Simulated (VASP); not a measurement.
TiC, space group Fm-3m (No. 225), a = 4.331 Å, b = 4.331 Å, c = 4.331 Å, α = 90.00°, β = 90.00°, γ = 90.00°

| site | Wyckoff | x | y | z |
| --- | --- | --- | --- | --- |
| Ti | 4a | 0.0000 | 0.0000 | 0.0000 |
| C | 4b | 0.5000 | 0.0000 | 0.0000 |

Origin: a cell listed in the Materials Project, as set up for an electronic-structure calculation.

Question: Describe the coordination of Ti.

Answer: TiC6: an essentially ideal octahedron (coordination number 6, S = 0.00; next best trigonal prism, S = 16.7). Bonds: 6 × Ti–C 2.17 Å. The next neighbour, not counted, lies at 3.06 Å.

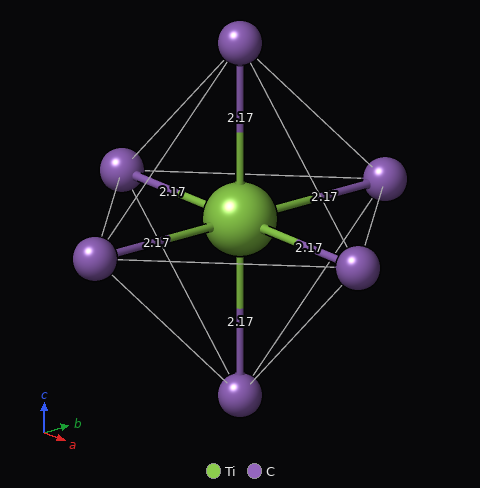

The polyhedron about Ti. Shape measures S are computed against regular polyhedra or, for capped shapes, the nearer of the equal-edge and equal-bond forms.
